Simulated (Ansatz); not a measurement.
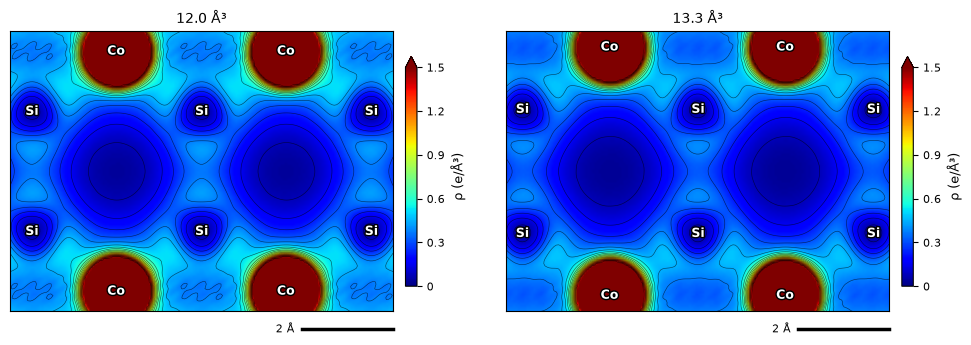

CoSi₂. The valence pseudo-density of cells scaled evenly to different volumes (given per atom above each panel), on the (011̄) plane of each (indices in the axes of the cell below), at one length scale and on one colour scale.

The program warned that a starting moment wasn't kept; spin-polarised, but the moments vanished.

Theory: Kohn-Sham DFT of a periodic cell, PBEsol, Ansatz PAW (Ansatz 0.2.0).

Core electrons are frozen (PAW), and the valence fields are smoothed inside the atomic spheres.

The largest cell:

```cif
data_structure
_symmetry_space_group_name_H-M 'P 1'
_symmetry_Int_Tables_number 1
_cell_length_a 3.8371
_cell_length_b 3.8371
_cell_length_c 3.8371
_cell_angle_alpha 60.000
_cell_angle_beta 60.000
_cell_angle_gamma 60.000
_cell_volume 39.95
loop_
_atom_site_label
_atom_site_type_symbol
_atom_site_fract_x
_atom_site_fract_y
_atom_site_fract_z
_atom_site_occupancy
Co1 Co 0.00000 0.00000 0.00000 1
Si1 Si 0.75000 0.75000 0.75000 1
Si2 Si 0.25000 0.25000 0.25000 1
```

| volume (Å³/atom) | Co–Si contact in the plane (Å) | ρ at its midpoint (e/Å³) | pressure (GPa) | 
| --- | --- | --- | --- |
| 12.04 | 2.272 | 0.535 | 7.9 | 
| 12.80 | 2.319 | ? | ? | 
| 13.32 | 2.350 | 0.471 | −10.7 | 

### What values belong in the row with question marks?

Over the known rows ln ρ falls by 1.63 per Å of Co–Si distance (the line through the two), which gives 0.495 e/Å³ at 2.319 Å; the calculation gives 0.495 e/Å³. For the pressure, a straight line in volume between the neighbouring rows gives −3.1 GPa; the calculation gives −4.4, lower because pressure rises ever faster on compression.
